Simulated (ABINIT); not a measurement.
**Na: positron calculation (part 2 of 2)**

Na (P6₃/mmc, 4 atoms in the cell); Kohn-Sham DFT of a periodic cell, LDA, JTH PAW LDA v2.0, no spin polarisation (ABINIT 10.8.3); cutoff 816.34 eV, 6×6×2 k-mesh, fermi-dirac of 0.2 eV. The structure derives from a Materials Project entry.

Geometry of the input (Å; fractional positions):
```
3.7004  0.0000  0.0000
-1.8502  3.2046  0.0000
0.0000  0.0000  12.5373
Na 0.6667  0.3333  0.7500
Na 0.0000  0.0000  0.5000
Na 0.3333  0.6667  0.2500
Na 0.0000  0.0000  0.0000
```

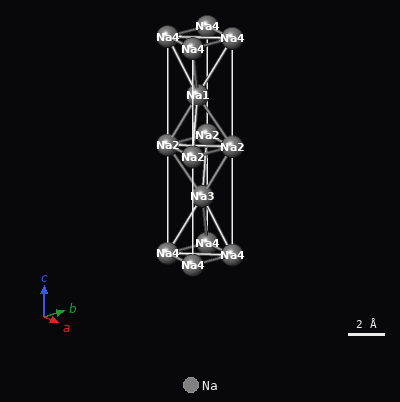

*The structure (ball-and-stick view of the cell of the calculation, seen slightly off an axis; atoms are numbered from 1 in the order of the input). An atom can appear more than once, as a periodic image.*

### Log, continued
```
 cartesian forces (eV/Angstrom) at end:
    1     -0.00000000000000    -0.00000000000000     0.00000000000000
    2     -0.00000000000000    -0.00000000000000    -0.00000000000000
    3     -0.00000000000000    -0.00000000000000    -0.00000000000000
    4     -0.00000000000000    -0.00000000000000    -0.00000000000000
 frms,max,avg= 1.9975292E-30 5.9925875E-30   0.000E+00  0.000E+00  0.000E+00 e/A
 length scales=  6.992710660000  6.992710660000 23.692104063044 bohr
              =  3.700383121200  3.700383121200 12.537321540000 angstroms
 Fermi (or HOMO) energy (hartree) =  -0.01173   Average Vxc (hartree)=  -0.24005
 Eigenvalues (hartree) for nkpt=  14  k points:
 kpt#   1, nband= 22, wtk=  0.01389, kpt=  0.0000  0.0000  0.0000 (reduced coord)
  -1.94010   -1.94008   -1.94007   -1.94004   -0.93004   -0.92946   -0.92946   -0.92902
  -0.92902   -0.92895   -0.92895   -0.92895   -0.92895   -0.92888   -0.92888   -0.92888
  -0.13184   -0.09586   -0.09585    0.00417    0.01420    0.17688
      occupation numbers for kpt#   1
   2.00000    2.00000    2.00000    2.00000    2.00000    2.00000    2.00000    2.00000
   2.00000    2.00000    2.00000    2.00000    2.00000    2.00000    2.00000    2.00000
   2.00000    1.99998    1.99998    0.20604    0.05700    0.00000
 prteigrs : prtvol=0 or 1, do not print more k-points.

--- !EnergyTerms
iteration_state     : {dtset: 1, }
comment             : Components of total free energy in Hartree
kinetic             :  3.60558384853372E+01
hartree             :  7.58791283303511E+01
xc                  : -1.03278856103420E+01
Ewald energy        : -7.41781653234051E+01
psp_core            :  2.50422644668788E+00
local_psp           : -1.65803213855311E+02
PAW spherical_terms : -5.62882420332182E+01
internal            : -1.92158313559900E+02
'-kT*entropy'       : -9.40258797237492E-03
total_energy        : -1.92167716147872E+02
total_energy_eV     : -5.22914994810779E+03
...

--- !EnergyTermsDC
iteration_state     : {dtset: 1, }
comment             : '"Double-counting" decomposition of free energy'
band_energy         : -3.80565076466624E+01
Ewald energy        : -7.41781653234051E+01
psp_core            :  2.50422644668788E+00
xc_dc               : -7.26745642335283E+01
PAW spherical_terms : -9.75330190956601E+00
internal            : -1.92158312666474E+02
'-kT*entropy'       : -9.40258797237492E-03
total_energy_dc     : -1.92167715254446E+02
total_energy_dc_eV  : -5.22914992379643E+03
...

--- !EnergyTermsWithPAWCore
iteration_state     : {dtset: 1, }
comment             : 'Components of total free energy, including PAW core contributions'
Total energy        : -6.46835662972138E+02
Total energy DC     : -6.46835662078712E+02
Total energy (eV)   : -1.76012950628100E+04
Total energy DC (eV): -1.76012950384987E+04
...

 Cartesian components of stress tensor (hartree/bohr^3)
  sigma(1 1)=  2.64976251E-05  sigma(3 2)=  0.00000000E+00
  sigma(2 2)=  2.64976250E-05  sigma(3 1)=  0.00000000E+00
  sigma(3 3)=  5.33405460E-05  sigma(2 1)=  0.00000000E+00

-Cartesian components of stress tensor (GPa)         [Pressure= -1.0428E+00 GPa]
- sigma(1 1)=  7.79587046E-01  sigma(3 2)=  0.00000000E+00
- sigma(2 2)=  7.79587044E-01  sigma(3 1)=  0.00000000E+00
- sigma(3 3)=  1.56933305E+00  sigma(2 1)=  0.00000000E+00

================================================================================
== DATASET  2 ==================================================================

--- !DatasetInfo
iteration_state: {dtset: 2, }
dimensions: {natom: 4, nkpt: 1, mband: 1, nsppol: 1, nspinor: 1, nspden: 1, mpw: 3939, }
cutoff_energies: {ecut:  30.0, pawecutdg:  52.0, }
electrons: {nelect:   1.00000000E+00, charge:   0.00000000E+00, occopt:   2.00000000E+00, tsmear:   1.00000000E-02, }
meta: {optdriver: 0, ionmov: 0, optcell: 0, iscf: 17, paral_kgb: 0, }
...

 mkfilename : getden/=0, take file _DEN from output of DATASET   1.

 Exchange-correlation functional for the present dataset will be:
  LDA: Perdew-Wang 92 LSD fit to Ceperley-Alder data - ixc=7
  J.P.Perdew and Y.Wang, PRB 45, 13244 (1992)

 Real(R)+Recip(G) space primitive vectors, cartesian coordinates (Bohr,Bohr^-1):
 R(1)=  6.9927107  0.0000000  0.0000000  G(1)=  0.1430061  0.0825646  0.0000000
 R(2)= -3.4963553  6.0558651  0.0000000  G(2)=  0.0000000  0.1651292  0.0000000
 R(3)=  0.0000000  0.0000000 23.6921041  G(3)=  0.0000000  0.0000000  0.0422082
 Unit cell volume ucvol=  1.0032875E+03 bohr^3
 Angles (23,13,12)=  9.00000000E+01  9.00000000E+01  1.20000000E+02 degrees

 Coarse grid specifications (used for wave-functions):

 getcut: wavevector=  0.0000  0.0000  0.0000  ngfft=  36  36 120
         ecut(hartree)=     30.000   => boxcut(ratio)=   2.05424

 Fine grid specifications (used for densities):

 getcut: wavevector=  0.0000  0.0000  0.0000  ngfft=  48  48 160
         ecut(hartree)=     52.000   => boxcut(ratio)=   2.08041

--- Pseudopotential description ------------------------------------------------
- pspini: atom type   1  psp file is ./Na.LDA_PW-JTH.xml
 Pseudopotential format is: paw10
 basis_size (lnmax)=  4 (lmn_size=  8), orbitals=   0   0   1   1
 Spheres core radius: rc_sph= 1.60198715
 Shapefunction is SIN type: shapef(r)=[sin(pi*r/rshp)/(pi*r/rshp)]**2
 Radius for shape functions =  1.40530451
 Compensation charge density is not taken into account in XC energy/potential

--------------------------------------------------------------------------------

================================================================================

--- !BeginCycle
iteration_state: {dtset: 2, }
solver: {iscf: 17, nstep: 80, nline: 10, wfoptalg: 10, }
tolerances: {toldfe: 1.00E-07, }
...

     iter   Etot(hartree)      deltaE(h)  residm     nres2
 ETOT  1  -192.33919570147    -1.923E+02 3.808E+00 9.521E-02
 ETOT  2  -192.43529052245    -9.609E-02 3.320E-02 1.099E-02
 ETOT  3  -192.43532371060    -3.319E-05 2.134E-09 4.351E-03
 ETOT  4  -192.43532371478    -4.184E-09 3.971E-16 4.100E-05
 ETOT  5  -192.43532371075     4.031E-09 3.637E-21 7.683E-06

 At SCF step    5, etot is converged :
  for the second time, diff in etot=  4.031E-09 < toldfe=  1.000E-07

--- !ResultsGS
iteration_state: {dtset: 2, }
comment   : Summary of ground state results
lattice_vectors:
- [  6.9927107,   0.0000000,   0.0000000, ]
- [ -3.4963553,   6.0558651,   0.0000000, ]
- [  0.0000000,   0.0000000,  23.6921041, ]
lattice_lengths: [   6.99271,    6.99271,   23.69210, ]
lattice_angles: [ 90.000,  90.000, 120.000, ] # degrees, (23, 13, 12)
lattice_volume:   1.0032875E+03
convergence: {deltae:  4.031E-09, res2:  7.683E-06, residm:  3.637E-21, diffor:  0.000E+00, }
etotal    :  -1.92435324E+02
entropy   :   0.00000000E+00
fermie    :  -2.67608456E-01
cartesian_stress_tensor: null
pressure_GPa: null
xred      :
- [  6.6667E-01,   3.3333E-01,   7.5000E-01, Na]
- [  0.0000E+00,   0.0000E+00,   5.0000E-01, Na]
- [  3.3333E-01,   6.6667E-01,   2.5000E-01, Na]
- [  0.0000E+00,   0.0000E+00,   0.0000E+00, Na]
cartesian_forces: null
force_length_stats: {min: null, max: null, mean: null, }
...

 Integrated electronic density in atomic spheres:
 ------------------------------------------------
 Atom  Sphere_radius  Integrated_density
    1        1.60199          0.00489787
    2        1.60199          0.00489564
    3        1.60199          0.00489787
    4        1.60199          0.00489564

--------------------------------------------------------------------------------
 Results for electron-positron annihilation:

2 computations of positron lifetime have been performed (with different enhancement factors).

########## Lifetime computation 1

 # Zero-positron density limit of Arponen and Pajanne provided by Boronski & Nieminen
   Ref.: Boronski and R.M. Nieminen, Phys. Rev. B 34, 3820 (1986)
 # Enhancement factor of Boronski & Nieminen
   Ref.: Boronski and R.M. Nieminen, Phys. Rev. B 34, 3820 (1986)

 Positron lifetime                         (ps)   =  3.99599337E+02
 Positron lifetime with IPM for core elec. (ps)   =  3.99752699E+02
 Annihilation rate                         (ns-1) =  2.50250666E+00
 Annihilation rate with IPM for core elec. (ns-1) =  2.50154659E+00

 Annihilation rate core/valence decomposition:
   Core    contribution to ann.rate          (ns-1) =  7.71835430E-03
   Valence contribution to ann.rate          (ns-1) =  2.49478830E+00
   Core    contribution to ann.rate with IPM (ns-1) =  6.63079155E-03
   Valence contribution to ann.rate with IPM (ns-1) =  2.49491580E+00

 Annihilation rate PAW decomposition:
   Plane-wave contribution to ann.rate          (ns-1) =  2.46905569E+00
   Plane-wave valence contribution to ann.rate  (ns-1) =  2.46905569E+00
   On-site core contribution to ann.rate        (ns-1) =  7.71835430E-03
   On-site valence contribution to ann.rate     (ns-1) =  2.57326094E-02
   Plane-wave contribution to ann.rate with IPM (ns-1) =  2.46905569E+00
   Plane-wave core contrb. to ann.rate with IPM (ns-1) =  0.00000000E+00

########## Lifetime computation 2

 # Zero-positron density limit of Arponen and Pajanne provided by Boronski & Nieminen
   Ref.: Boronski and R.M. Nieminen, Phys. Rev. B 34, 3820 (1986)
 # Enhancement factor of Boronski & Nieminen IN THE RPA LIMIT
   Ref.: Boronski and R.M. Nieminen, Phys. Rev. B 34, 3820 (1986)

 Positron lifetime                         (ps)   =  3.23429631E+02
 Positron lifetime with IPM for core elec. (ps)   =  3.23530092E+02
 Annihilation rate                         (ns-1) =  3.09186266E+00
 Annihilation rate with IPM for core elec. (ns-1) =  3.09090259E+00

 Annihilation rate core/valence decomposition:
   Core    contribution to ann.rate          (ns-1) =  7.71835537E-03
   Valence contribution to ann.rate          (ns-1) =  3.08414430E+00
   Core    contribution to ann.rate with IPM (ns-1) =  6.63079155E-03
   Valence contribution to ann.rate with IPM (ns-1) =  3.08427180E+00

 Annihilation rate PAW decomposition:
   Plane-wave contribution to ann.rate          (ns-1) =  3.05841715E+00
   Plane-wave valence contribution to ann.rate  (ns-1) =  3.05841715E+00
   On-site core contribution to ann.rate        (ns-1) =  7.71835537E-03
   On-site valence contribution to ann.rate     (ns-1) =  2.57271552E-02
   Plane-wave contribution to ann.rate with IPM (ns-1) =  3.05841715E+00
   Plane-wave core contrb. to ann.rate with IPM (ns-1) =  0.00000000E+00

      (*) IPM=Independent particle Model

================================================================================

 ----iterations are completed or convergence reached----

 Mean square residual over all n,k,spin=   36.367E-22; max=  36.367E-22
 reduced coordinates (array xred) for    4 atoms
       0.666666666667      0.333333333333      0.750000000000
       0.000000000000      0.000000000000      0.500000000000
       0.333333333333      0.666666666667      0.250000000000
       0.000000000000      0.000000000000      0.000000000000
 rms dE/dt=  0.0000E+00; max dE/dt=  0.0000E+00; dE/dt below (all hartree)
    1       0.000000000000      0.000000000000      0.000000000000
    2       0.000000000000      0.000000000000      0.000000000000
    3       0.000000000000      0.000000000000      0.000000000000
    4       0.000000000000      0.000000000000      0.000000000000

 cartesian coordinates (angstrom) at end:
    1      1.85019156060000     1.06820859558398     9.40299115500000
    2      0.00000000000000     0.00000000000000     6.26866077000000
    3      0.00000000000000     2.13641719116796     3.13433038500000
    4      0.00000000000000     0.00000000000000     0.00000000000000
 length scales=  6.992710660000  6.992710660000 23.692104063044 bohr
              =  3.700383121200  3.700383121200 12.537321540000 angstroms
 Fermi (or HOMO) energy (hartree) =  -0.26761   Average Vxc (hartree)=  -0.26926
 Eigenvalues (hartree) for nkpt=   1  k points:
 kpt#   1, nband=  1, wtk=  1.00000, kpt=  0.0000  0.0000  0.0000 (reduced coord)
  -0.26761

--- !EnergyTerms
iteration_state     : {dtset: 2, }
comment             : Components of total free energy in Hartree
kinetic             :  1.91050499462998E-02
local_psp           : -2.94754286693735E-01
PAW spherical_terms :  5.67515786611053E-03
positronic          : -2.69974078881328E-01
electronic          : -1.92167715254446E+02
electron_positron_interaction:  2.52418644019257E-03
total_energy        : -1.92435165146887E+02
total_energy_eV     : -5.23642760612109E+03
...

--- !EnergyTermsDC
iteration_state     : {dtset: 2, }
comment             : '"Double-counting" decomposition of free energy'
band_energy         : -2.67608456302549E-01
PAW spherical_terms :  0.00000000000000E+00
electron_positron_dc: -2.52418644018608E-03
positronic          : -2.70132642742747E-01
electronic          : -1.92167715254446E+02
electron_positron_interaction:  2.52418644019257E-03
total_energy_dc     : -1.92435323710749E+02
total_energy_dc_eV  : -5.23643192086357E+03
...

== END DATASET(S) ==============================================================
================================================================================

 -outvars: echo values of variables after computation  --------
            acell      6.9927106600E+00  6.9927106600E+00  2.3692104063E+01 Bohr
           etotal1    -1.9216771525E+02
           etotal2    -1.9243532371E+02
            fcart1    -0.0000000000E+00 -0.0000000000E+00  1.1653727170E-31
                      -0.0000000000E+00 -0.0000000000E+00 -3.8845757232E-32
                      -0.0000000000E+00 -0.0000000000E+00 -3.8845757232E-32
                      -0.0000000000E+00 -0.0000000000E+00 -3.8845757232E-32
            fcart2     9.9999999999E+99  9.9999999999E+99  9.9999999999E+99
                       9.9999999999E+99  9.9999999999E+99  9.9999999999E+99
                       9.9999999999E+99  9.9999999999E+99  9.9999999999E+99
                       9.9999999999E+99  9.9999999999E+99  9.9999999999E+99
            rprim      1.0000000000E+00  0.0000000000E+00  0.0000000000E+00
                      -5.0000000000E-01  8.6602540380E-01  0.0000000000E+00
                       0.0000000000E+00  0.0000000000E+00  1.0000000000E+00
           strten1     2.6497625122E-05  2.6497625032E-05  5.3340546042E-05
                       0.0000000000E+00  0.0000000000E+00  0.0000000000E+00
           strten2     9.9999999999E+99  9.9999999999E+99  9.9999999999E+99
                       9.9999999999E+99  9.9999999999E+99  9.9999999999E+99
           xangst      1.8501915606E+00  1.0682085956E+00  9.4029911550E+00
                       0.0000000000E+00  0.0000000000E+00  6.2686607700E+00
                       3.9452482995E-17  2.1364171912E+00  3.1343303850E+00
                       0.0000000000E+00  0.0000000000E+00  0.0000000000E+00
             xred      6.6666666667E-01  3.3333333333E-01  7.5000000000E-01
                       0.0000000000E+00  0.0000000000E+00  5.0000000000E-01
                       3.3333333333E-01  6.6666666667E-01  2.5000000000E-01
                       0.0000000000E+00  0.0000000000E+00  0.0000000000E+00
 Calculation completed.
```

### Key numbers

- outcome: converged
- space group (tolerance 0.01 Å): P6₃/mmc (194)
- electrons treated: 36
- free energy: −5229.1499 eV
- positron lifetime (one of the program's estimates): 323.4 ps
- Fermi energy: −0.319 eV
- gap on the k-point mesh: none (metallic)
- pressure: −1.04 GPa
- largest force (length of the vector): under 0.001 eV/Å
- wall time: 67 s
- peak memory: 0.19 GiB

### Notes

Points of doubt noted for this run: PAW basis incomplete for positron.
